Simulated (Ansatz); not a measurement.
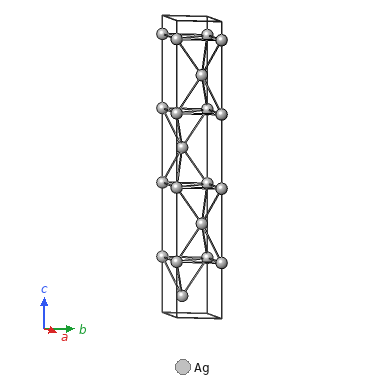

System: Ag, space group P6_3/mmc (No. 194). The picture shows the cell.

Structure:
```
CELL_PARAMETERS angstrom
-2.90521 0.00000 0.00000
-1.45260 -2.51598 0.00000
0.00000 0.00000 18.93399
ATOMIC_POSITIONS crystal
Ag 0.33333 0.33333 0.06250
Ag 0.33333 0.33333 0.56250
Ag 0.66667 0.66667 0.31250
Ag 0.66667 0.66667 0.81250
Ag 0.00000 0.00000 0.93750
Ag 0.00000 0.00000 0.43750
Ag 0.00000 0.00000 0.18750
Ag 0.00000 0.00000 0.68750
```

Calculation (Ansatz 0.2.0): rigid slide of a crystal across a plane by tilting cell vector c, one fault a cell, unrelaxed, by plane-wave density functional theory with PAW datasets, free energies less that of the undisturbed cell; scalar-relativistic. Level: r2SCAN, no spin polarisation.

wave cutoff 500 eV; k mesh 18×18×3; occupations Gaussian; smearing width 0.15 eV; k shift (0, 0, 0) (mesh steps); start relaxed; height of the cut 0 (fraction of cell vector c); slip vector (1, 1) (multiples of cell vectors a and b).

Predict the fault energy and shear traction against slip. The slip takes the values 0.0000, 0.1667, 0.3333, 0.5000.

The highest fault energy among the points, the barrier to rigid slip along this vector, is 524 mJ/m² at slip 0.5, half-way along the vector; a local minimum of −7.5 mJ/m² at slip 0.333 marks a metastable stacking fault. The shear traction rises from 0.00 GPa at slip 0.0000 to 12.57 GPa at 0.5000.

| slip (fraction of the slip vector) | fault energy (mJ/m²) | shear traction (GPa) |
| --- | --- | --- |
| 0.0000 | 0.0 | 0.00 |
| 0.1667 | 105.7 | −0.07 |
| 0.3333 | −7.5 | −0.02 |
| 0.5000 | 523.7 | 12.57 |

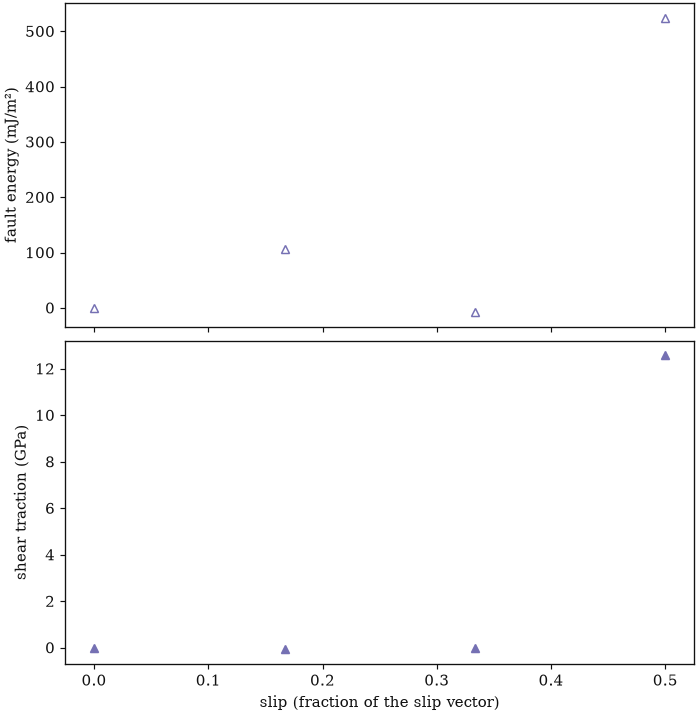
